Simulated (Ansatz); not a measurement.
## Geometry relaxation of Al13N12 (part 1 of 4)

System: Al13N12 (slab, 25 atoms in the cell).
Method: DFT PBE+D3(BJ), scalar-relativistic, plane waves, PAW, spin-polarised (Ansatz 0.2.0).

The structure derives from an entry of the Crystallography Open Database. The input holds or restrains some coordinates. Forces given for the steps count only the free coordinates. It belongs to a series of runs on one base structure; here: Al put at a top N site.

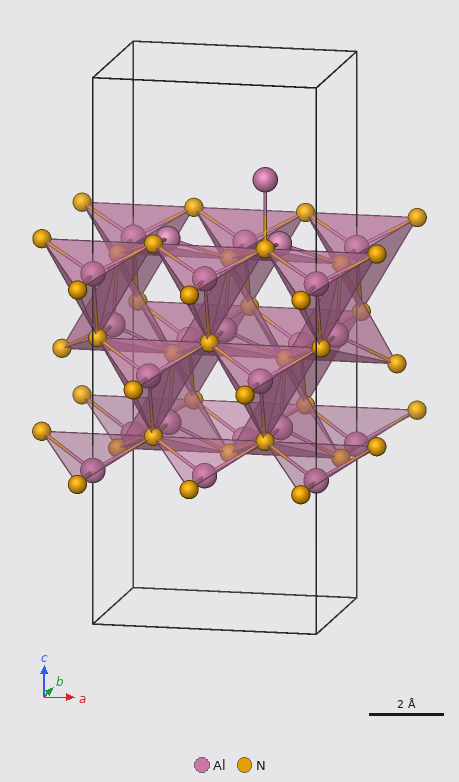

**Figure 1.** The input geometry (polyhedral view of the cell of the calculation, with the vacuum cut short, seen slightly off an axis; polyhedra are completed across the faces of the cell). An atom can appear more than once, as a periodic image.

**Input**
```yaml
crystal:
  lattice:
    - [6.2188310381, 0.0, 0.0]
    - [0.0, 4.97878456, 0.0]
    - [0.0, 0.0, 25.2832766044]
  atoms:
    - { symbol: Al, position: [0.5, 0.9984424904, 0.3361906027] }
    - { symbol: Al, position: [0.0, 0.9984424904, 0.3361906027] }
    - { symbol: "N", position: [0.5, 0.6165575096, 0.3361906027] }
    - { symbol: "N", position: [0.0, 0.6165575096, 0.3361906027] }
    - { symbol: Al, position: [0.75, 0.4984424904, 0.3716927632] }
    - { symbol: Al, position: [0.25, 0.4984424904, 0.3716927632] }
    - { symbol: "N", position: [0.75, 0.1165575096, 0.3716927632] }
    - { symbol: "N", position: [0.25, 0.1165575096, 0.3716927632] }
    - { symbol: Al, position: [0.75, 0.9984424904, 0.4426970842] }
    - { symbol: Al, position: [0.25, 0.9984424904, 0.4426970842] }
    - { symbol: "N", position: [0.75, 0.6165575096, 0.4426970842] }
    - { symbol: "N", position: [0.25, 0.6165575096, 0.4426970842] }
    - { symbol: Al, position: [0.0, 0.4965493858, 0.4763028423] }
    - { symbol: Al, position: [0.5, 0.4965493858, 0.4763028423] }
    - { symbol: "N", position: [0.0, 0.1161930133, 0.4771841548] }
    - { symbol: "N", position: [0.5, 0.1161930133, 0.4771841548] }
    - { symbol: Al, position: [0.0, 1.0043842864, 0.5518683905] }
    - { symbol: Al, position: [0.5, 1.0043842864, 0.5518683905] }
    - { symbol: "N", position: [0.0, 0.6226538857, 0.5492813063] }
    - { symbol: "N", position: [0.5, 0.6226538857, 0.5492813063] }
    - { symbol: Al, position: [0.25, 0.4727202212, 0.5743980599] }
    - { symbol: Al, position: [0.75, 0.4727202212, 0.5743980599] }
    - { symbol: "N", position: [0.25, 0.1199057879, 0.58287002] }
    - { symbol: "N", position: [0.75, 0.1199057879, 0.58287002] }
    - { symbol: Al, position: [0.75, 0.1199057879, 0.6588095444], spin: 1.0 }
basis:
  ecutwfc: 420
kpoints:
  mp_grid: { grid: [5, 6, 1] }
hamiltonian:
  xc: pbe
  dispersion: d3bj
scf:
  occupations: { method: gaussian, width: 0.05 }
output:
  forces: true
  eigenvalues: true
  populations: true
  write_density: true
  write_potential: true
  elf: true
  volumetric_format: npy
magnetization:
  spin_polarized: true
relax:
  adjacent_minimum: "off"
  f_tol: 0.03
  max_steps: 70
  constraints: [{ sites: [0, 1, 2, 3, 4, 5, 6, 7, 8, 9, 10, 11] }]
efield:
  axis: 3
  dipole_correction: true
  ramp_width: 0.04
```

Hardware: 4 threads of Intel Xeon (Granite Rapids), 32 GiB of memory available, shared host.

Launched with:
```bash
ansatz run input.yaml --threads 4 --pin off --max-ram 10240MiB --backend cpu --events-out ev --progress --plain --runs-dir out
```

**The program's output**
```
Engine: ansatz 0.2.0, x86_64-unknown-linux-gnu
Pseudopotentials: kind: paw
Pseudopotential: Al, paw, valence charge 3, recommended cutoff 420 eV (normal), Al.paw.azcp
Pseudopotential: N, paw, valence charge 5, recommended cutoff 420 eV (normal), N.paw.azcp
Functional definition: PBE
  parameter kappa = 0.804
  parameter beta = 0.06672455060314922
  exchange = pbe_x(kappa = kappa, mu = beta*pi^2/3)
  correlation = pbe_c(beta = beta)
Crystal: 25 atoms, lattice volume = 782.826 Å³
Basis set: ecut = 420 eV, 15353 PW (Γ), exchange–correlation on 90×72×360 points (8 copies of the dense FFT grid, shifted against one another)
Bands: 75, of which v1, the nominal top of the filled ones, is band 50 counted from 1 (49 counted from 0)
Symmetry: 2 space group operations
k-points: 12 of 30 (time reversal used)
Non-local potential: Al, projectors of the file, l = 0: 2, l = 1: 2, l = 2: 1
Non-local potential: N, projectors of the file, l = 0: 2, l = 1: 2, l = 2: 1
PAW form: soft (Blöchl's): semilocal exchange-correlation on the pseudo side does not see the compensation charge
PAW one-centre angular grid: Al, 110 points (default); XC on 64 Gauss nodes
PAW one-centre angular grid: N, 110 points (default); XC on 64 Gauss nodes
Initial density: superposition of atomic densities (neutral atoms: chi_scale 0, normalization atom)
Starting moments: Σ|m| = 1 μB on 1 of 25 sites
Initial wavefunctions: pseudopotential atomic-orbital guess
Functional: x = pbe(κ = 0.804, μ = 0.2195149727645171), c = pbe(β = 0.06672455060314922)
SCF iter   1: F=—  HF=-11658.320923 eV  |F-HF|=—  |Δ(HF+E_count)|=         —  Δρ=5.34e-2 (↑5.34e-2 ↓5.32e-2)  dr2=1.25e2  dr2_m=4.17e-2  M=0.247 μB ∫|m|=0.294 μB  β_m=0.30  ethr=3.10e-3  p=-0.000 e·Å  D=-9.04e-8 V/Å  ΔV_dip=0.00 eV  dr2_dipole=2.38e0  V_vac-E_F(+/−)=5.95/5.95 eV  ⟨swp⟩=8.9  Hψ=9977  notcnv=0  defer=122
efield: sawtooth ramp at fractional position 0.9775 (placed from the atoms, in the widest stretch of the axis that holds none; the zero of the levels goes with the place), width 0.0400; the density the first Hamiltonian is built on has a dipole p = -0.000 e·Å; the dipole correction subtracts the counter field D = -9.04e-8 V/Å, which shifts the + side's vacuum level by +0.00 eV against the − side's; the planar-averaged density in the ramp window peaks in size at 7.8e-8 e/Å³
preconditioner: auto → LDOS  [metal: Δε(μ)=0.044 eV  Ē_g=11.137 eV  σ=0.050 eV  W_gap=0.42  n_scr=98 (ndim 8)  ℏωp=11.5 eV  f_vac=0.544  D(μ)=2.67/eV (n_scr^D=6)]
spin=Collinear: LDOS preconditioning applied to the charge; magnetization (m = ρ↑ − ρ↓) channel mixes plain (no charge-response kernel on spin).
SCF iter   2: F=—  HF=-11632.364340 eV  |F-HF|=—  |Δ(HF+E_count)|=    2.60e1  Δρ=2.47e-2 (↑2.47e-2 ↓2.45e-2)  dr2=3.52e1  dr2_m=2.18e-2  M=0.335 μB ∫|m|=0.355 μB  β_m=0.30  ethr=3.10e-3  p=0.067 e·Å  D=1.56e-2 V/Å  ΔV_dip=-0.39 eV  dr2_dipole=5.57e-1  V_vac-E_F(+/−)=5.24/5.63 eV  ⟨swp⟩=4.0  Hψ=4699  notcnv=0  defer=462  κ⁻¹=1.0e0(r=1)
SCF iter   3: F=—  HF=-11624.502547 eV  |F-HF|=—  |Δ(HF+E_count)|=    7.86e0  Δρ=9.58e-3 (↑9.58e-3 ↓9.40e-3)  dr2=6.33e0  dr2_m=1.45e-2  M=0.200 μB ∫|m|=0.229 μB  β_m=0.30  ethr=3.10e-3  p=0.114 e·Å  D=2.63e-2 V/Å  ΔV_dip=-0.67 eV  dr2_dipole=6.50e-2  V_vac-E_F(+/−)=4.38/5.04 eV  ⟨swp⟩=3.4  Hψ=3562  notcnv=0  defer=472  κ⁻¹=1.9e-2(r=2)
SCF iter   4: F=—  HF=-11623.362760 eV  |F-HF|=—  |Δ(HF+E_count)|=    1.14e0  Δρ=4.08e-3 (↑4.08e-3 ↓3.95e-3)  dr2=1.71e0  dr2_m=9.94e-3  M=0.069 μB ∫|m|=0.117 μB  β_m=0.30  ethr=3.10e-3  p=0.071 e·Å  D=1.65e-2 V/Å  ΔV_dip=-0.42 eV  dr2_dipole=1.72e-1  V_vac-E_F(+/−)=4.09/4.50 eV  ⟨swp⟩=3.2  Hψ=2599  notcnv=0  defer=486  κ⁻¹=3.0e-3(r=3)
SCF iter   5: F=—  HF=-11623.075945 eV  |F-HF|=—  |Δ(HF+E_count)|=   2.87e-1  Δρ=2.47e-3 (↑2.43e-3 ↓2.47e-3)  dr2=4.54e-1  dr2_m=5.40e-3  M=0.059 μB ∫|m|=0.096 μB  β_m=0.30  ethr=1.73e-3  p=0.002 e·Å  D=4.01e-4 V/Å  ΔV_dip=-0.01 eV  dr2_dipole=1.47e-1  V_vac-E_F(+/−)=3.95/3.96 eV  ⟨swp⟩=3.1  Hψ=2399  notcnv=0  defer=498  κ⁻¹=1.8e-3(r=4)
SCF iter   6: F=—  HF=-11623.053386 eV  |F-HF|=—  |Δ(HF+E_count)|=   2.26e-2  Δρ=1.65e-3 (↑1.57e-3 ↓1.65e-3)  dr2=2.25e-1  dr2_m=2.73e-3  M=0.064 μB ∫|m|=0.088 μB  β_m=0.30  ethr=4.59e-4  p=-0.032 e·Å  D=-7.38e-3 V/Å  ΔV_dip=0.19 eV  dr2_dipole=9.88e-2  V_vac-E_F(+/−)=4.00/3.81 eV  ⟨swp⟩=2.1  Hψ=2354  notcnv=0  defer=500  κ⁻¹=2.9e-4(r=5)
SCF iter   7: F=—  HF=-11623.047348 eV  |F-HF|=—  |Δ(HF+E_count)|=   6.04e-3  Δρ=1.09e-3 (↑9.91e-4 ↓1.09e-3)  dr2=1.26e-1  dr2_m=1.40e-3  M=0.068 μB ∫|m|=0.087 μB  β_m=0.45  ethr=2.27e-4  p=-0.068 e·Å  D=-1.57e-2 V/Å  ΔV_dip=0.40 eV  dr2_dipole=6.37e-2  V_vac-E_F(+/−)=4.05/3.65 eV  ⟨swp⟩=2.0  Hψ=2213  notcnv=0  defer=500
Mixer restart at iter 7: flushing history
spin-set hold released at iteration 7 (site moments contracting): the magnetisation degrees of freedom join the quasi-Newton model from the next iteration; the mixer history was flushed
SCF iter   8: F=—  HF=-11623.044331 eV  |F-HF|=—  |Δ(HF+E_count)|=   3.02e-3  Δρ=6.93e-4 (↑6.27e-4 ↓6.93e-4)  dr2=7.74e-2  dr2_m=4.77e-4  M=0.077 μB ∫|m|=0.090 μB  β_m=0.52  ethr=1.27e-4  p=-0.081 e·Å  D=-1.87e-2 V/Å  ΔV_dip=0.47 eV  dr2_dipole=4.49e-2  V_vac-E_F(+/−)=4.08/3.60 eV  ⟨swp⟩=1.0  Hψ=1301  notcnv=0  defer=500
density mixer auto → msr1: a metal under ldos (density of states about μ 0.31 of a free-electron gas's, 98 screened modes)
SCF iter   9: F=—  HF=-11623.046368 eV  |F-HF|=—  |Δ(HF+E_count)|=   2.04e-3  Δρ=5.05e-4 (↑3.49e-4 ↓5.05e-4)  dr2=3.49e-2  dr2_m=2.31e-4  M=0.131 μB ∫|m|=0.135 μB  β_m=0.45  ethr=7.82e-5  p=-0.117 e·Å  D=-2.71e-2 V/Å  ΔV_dip=0.69 eV  dr2_dipole=1.49e-2  V_vac-E_F(+/−)=4.17/3.48 eV  ⟨swp⟩=2.1  Hψ=1885  notcnv=0  defer=498
SCF iter  10: F=—  HF=-11623.045465 eV  |F-HF|=—  |Δ(HF+E_count)|=   9.02e-4  Δρ=2.91e-4 (↑1.65e-4 ↓2.91e-4)  dr2=7.04e-3  dr2_m=1.77e-4  M=0.141 μB ∫|m|=0.144 μB  β_m=0.72  ethr=3.53e-5  p=-0.113 e·Å  D=-2.61e-2 V/Å  ΔV_dip=0.66 eV  dr2_dipole=2.37e-3  V_vac-E_F(+/−)=4.16/3.50 eV  ⟨swp⟩=2.1  Hψ=1490  notcnv=0  defer=493
SCF iter  11: F=—  HF=-11623.046616 eV  |F-HF|=—  |Δ(HF+E_count)|=   1.15e-3  Δρ=1.64e-4 (↑1.42e-4 ↓1.64e-4)  dr2=1.29e-3  dr2_m=1.08e-5  M=0.158 μB ∫|m|=0.164 μB  β_m=0.66  ethr=7.11e-6  p=-0.109 e·Å  D=-2.53e-2 V/Å  ΔV_dip=0.64 eV  dr2_dipole=6.94e-5  V_vac-E_F(+/−)=4.13/3.49 eV  ⟨swp⟩=3.2  Hψ=2529  notcnv=0  defer=475
SCF iter  12: F=—  HF=-11623.046559 eV  |F-HF|=—  |Δ(HF+E_count)|=   5.72e-5  Δρ=8.43e-5 (↑8.43e-5 ↓6.78e-5)  dr2=8.70e-4  dr2_m=5.21e-6  M=0.165 μB ∫|m|=0.173 μB  β_m=0.72  ethr=1.31e-6  p=-0.111 e·Å  D=-2.56e-2 V/Å  ΔV_dip=0.65 eV  dr2_dipole=2.79e-4  V_vac-E_F(+/−)=4.13/3.48 eV  ⟨swp⟩=2.0  Hψ=2569  notcnv=0  defer=475
SCF iter  13: F=—  HF=-11623.046592 eV  |F-HF|=—  |Δ(HF+E_count)|=   3.32e-5  Δρ=4.88e-5 (↑4.75e-5 ↓4.88e-5)  dr2=1.06e-4  dr2_m=2.67e-6  M=0.161 μB ∫|m|=0.170 μB  β_m=0.74  ethr=8.78e-7  p=-0.111 e·Å  D=-2.57e-2 V/Å  ΔV_dip=0.65 eV  dr2_dipole=1.28e-5  V_vac-E_F(+/−)=4.13/3.48 eV  ⟨swp⟩=2.3  Hψ=1910  notcnv=0  defer=475
SCF iter  14: F=—  HF=-11623.046593 eV  |F-HF|=—  |Δ(HF+E_count)|=   7.54e-7  Δρ=4.59e-5 (↑2.82e-5 ↓4.59e-5)  dr2=1.69e-4  dr2_m=6.73e-6  M=0.164 μB ∫|m|=0.174 μB  β_m=0.72  ethr=1.07e-7  p=-0.111 e·Å  D=-2.57e-2 V/Å  ΔV_dip=0.65 eV  dr2_dipole=9.84e-5  V_vac-E_F(+/−)=4.13/3.48 eV  ⟨swp⟩=2.1  Hψ=2396  notcnv=0  defer=475
SCF iter  15: F=—  HF=-11623.046622 eV  |F-HF|=—  |Δ(HF+E_count)|=   2.87e-5  Δρ=2.92e-5 (↑1.93e-5 ↓2.92e-5)  dr2=8.99e-5  dr2_m=2.74e-6  M=0.170 μB ∫|m|=0.179 μB  β_m=0.74  ethr=1.07e-7  p=-0.113 e·Å  D=-2.60e-2 V/Å  ΔV_dip=0.66 eV  dr2_dipole=5.12e-5  V_vac-E_F(+/−)=4.14/3.48 eV  ⟨swp⟩=2.4  Hψ=2242  notcnv=0  defer=475
SCF iter  16: F=—  HF=-11623.046648 eV  |F-HF|=—  |Δ(HF+E_count)|=   2.61e-5  Δρ=2.83e-5 (↑2.83e-5 ↓2.56e-5)  dr2=4.88e-6  dr2_m=4.72e-6  M=0.181 μB ∫|m|=0.189 μB  β_m=0.87  ethr=2.27e-8  p=-0.113 e·Å  D=-2.62e-2 V/Å  ΔV_dip=0.66 eV  dr2_dipole=6.21e-7  V_vac-E_F(+/−)=4.14/3.48 eV  ⟨swp⟩=39.9  Hψ=27055  notcnv=0
SCF iter  17: F=—  HF=-11623.046703 eV  |F-HF|=—  |Δ(HF+E_count)|=   5.50e-5  Δρ=3.75e-5 (↑3.75e-5 ↓2.60e-5)  dr2=1.18e-4  dr2_m=6.13e-6  M=0.194 μB ∫|m|=0.202 μB  β_m=0.94  ethr=4.93e-9  p=-0.113 e·Å  D=-2.62e-2 V/Å  ΔV_dip=0.66 eV  dr2_dipole=6.70e-5  V_vac-E_F(+/−)=4.14/3.48 eV  ⟨swp⟩=19.0  Hψ=16994  notcnv=0  recentre
SCF iter  18: F=—  HF=-11623.046735 eV  |F-HF|=—  |Δ(HF+E_count)|=   3.23e-5  Δρ=3.32e-5 (↑3.32e-5 ↓2.69e-5)  dr2=2.61e-5  dr2_m=5.65e-6  M=0.198 μB ∫|m|=0.207 μB  β_m=0.51  ethr=4.93e-9  p=-0.113 e·Å  D=-2.61e-2 V/Å  ΔV_dip=0.66 eV  dr2_dipole=1.36e-5  V_vac-E_F(+/−)=4.14/3.48 eV  ⟨swp⟩=2.3  Hψ=2489  notcnv=0
SCF iter  19: F=-11623.046718 eV  HF=-11623.046867 eV  |F-HF|=1.49e-4  |Δ(HF+E_count)|=   1.32e-4  Δρ=2.71e-5 (↑2.71e-5 ↓2.13e-5)  dr2=1.09e-4  dr2_m=2.91e-6  M=0.221 μB ∫|m|=0.231 μB  β_m=0.40  ethr=4.93e-9  p=-0.112 e·Å  D=-2.59e-2 V/Å  ΔV_dip=0.65 eV  dr2_dipole=6.29e-5  V_vac-E_F(+/−)=4.14/3.49 eV  ⟨swp⟩=21.9  Hψ=20158  notcnv=0  recentre
SCF iter  20: F=-11623.046844 eV  HF=-11623.046851 eV  |F-HF|=6.33e-6  |Δ(HF+E_count)|=   1.61e-5  Δρ=1.93e-5 (↑1.55e-5 ↓1.93e-5)  dr2=1.15e-5  dr2_m=1.99e-6  M=0.213 μB ∫|m|=0.224 μB  β_m=0.12  ethr=4.93e-9  p=-0.111 e·Å  D=-2.57e-2 V/Å  ΔV_dip=0.65 eV  dr2_dipole=6.34e-6  V_vac-E_F(+/−)=4.14/3.49 eV  ⟨swp⟩=15.4  Hψ=15754  notcnv=0
SCF iter  21: F=-11623.046870 eV  HF=-11623.046884 eV  |F-HF|=1.43e-5  |Δ(HF+E_count)|=   3.38e-5  Δρ=1.25e-5 (↑1.06e-5 ↓1.25e-5)  dr2=1.15e-5  dr2_m=8.19e-7  M=0.222 μB ∫|m|=0.235 μB  β_m=0.42  ethr=4.93e-9  p=-0.111 e·Å  D=-2.56e-2 V/Å  ΔV_dip=0.65 eV  dr2_dipole=6.36e-6  V_vac-E_F(+/−)=4.14/3.49 eV  ⟨swp⟩=18.3  Hψ=17164  notcnv=0
SCF iter  22: F=-11623.046862 eV  HF=-11623.046887 eV  |F-HF|=2.48e-5  |Δ(HF+E_count)|=   2.83e-6  Δρ=1.33e-5 (↑6.71e-6 ↓1.33e-5)  dr2=1.73e-5  dr2_m=6.03e-7  M=0.225 μB ∫|m|=0.238 μB  β_m=0.66  ethr=4.93e-9  p=-0.110 e·Å  D=-2.55e-2 V/Å  ΔV_dip=0.64 eV  dr2_dipole=9.57e-6  V_vac-E_F(+/−)=4.14/3.50 eV  ⟨swp⟩=16.7  Hψ=16297  notcnv=0
SCF iter  23: F=-11623.046886 eV  HF=-11623.046886 eV  |F-HF|=4.53e-7  |Δ(HF+E_count)|=   1.08e-6  Δρ=4.74e-6 (↑3.68e-6 ↓4.74e-6)  dr2=7.28e-7  dr2_m=9.87e-8  M=0.221 μB ∫|m|=0.234 μB  β_m=0.59  ethr=4.93e-9  p=-0.110 e·Å  D=-2.55e-2 V/Å  ΔV_dip=0.64 eV  dr2_dipole=3.88e-7  V_vac-E_F(+/−)=4.14/3.49 eV  ⟨swp⟩=15.8  Hψ=15710  notcnv=0
SCF iter  24: F=-11623.046886 eV  HF=-11623.046887 eV  |F-HF|=1.22e-6  |Δ(HF+E_count)|=   7.63e-7  Δρ=3.77e-6 (↑2.53e-6 ↓3.77e-6)  dr2=1.02e-6  dr2_m=4.47e-8  M=0.222 μB ∫|m|=0.234 μB  β_m=0.50  ethr=7.35e-10  p=-0.110 e·Å  D=-2.55e-2 V/Å  ΔV_dip=0.64 eV  dr2_dipole=5.66e-7  V_vac-E_F(+/−)=4.14/3.49 eV  ⟨swp⟩=14.0  Hψ=13311  notcnv=0
SCF iter  25: F=-11623.046887 eV  HF=-11623.046887 eV  |F-HF|=1.95e-7  |Δ(HF+E_count)|=   4.84e-7  Δρ=2.02e-6 (↑1.47e-6 ↓2.02e-6)  dr2=1.93e-7  dr2_m=1.89e-8  M=0.223 μB ∫|m|=0.237 μB  ethr=7.35e-10  p=-0.110 e·Å  D=-2.54e-2 V/Å  ΔV_dip=0.64 eV  dr2_dipole=9.13e-8  V_vac-E_F(+/−)=4.14/3.50 eV  ⟨swp⟩=17.8  Hψ=15356  notcnv=0
at 1 of the mixer's solves, the last at iteration 18, it left a direction of its history that read negative out of its fit and stepped the other way along it
WARN: dispersion: an atom stands within reach of a switch of its C6 between two reference coordination numbers of its element: through that C6 alone, e_disp changes by 0.025 eV or more while the distances to its neighbours run over a stretch of 0.05 Å that contains this geometry (sites counted from 0 in the run's list of atoms or, in a supercell that it derives, in that cell's: here a list of 25) — site 24 (Al): coordination number 2.513 (about 2.34 to 2.68 with every neighbour 0.05 Å farther or nearer), switch near 2.423 between the references 2.915 (weight 0.67) and 1.931 (weight 0.33), e_disp changing by some 0.03 eV. This is how the published method behaves, and the energy and the forces stay consistent. Where you compare this geometry's total energy with another's, compare their components.e_disp too, and, where the geometries are yours to choose, keep both on one side of the switch, which a site's coordination number tells: a relaxation that ends in reach of it can search the other side under relax.adjacent_minimum: search, except where no move that the cell, the constraints and the symmetry allow carries the atom there
SCF 1 converged in 25 iterations: F = -11623.046887 eV  dr2 = 1.93e-7
  greatest PAW one-centre occupation: 0.802 electrons in one spin orbital (limit 2), on the N atom at site 23 (counted from 0), in its partial waves of l = 0
relax step   1: F+E_penalty+E_count = -11623.04688710 eV  Δ(F+E_penalty+E_count) = +0.000e0 eV  max|allowed force component| = 2.163e0 eV/Å  Δτ_max = 0.0000 Å  (25 SCF iters, dr2 threshold 2.25e-5 eV, accepted)
Initial density: handed on by an earlier stage of this run
Starting moments: Σ|m| = 1 μB on 1 of 25 sites; this step starts from the density that it was given
Initial wavefunctions: those handed on with the density
iter 1 solved again at ethr=2.01e-4 eV; its pass at ethr=3.10e-3 eV (dr2=1.99e-1 eV) is discarded
```
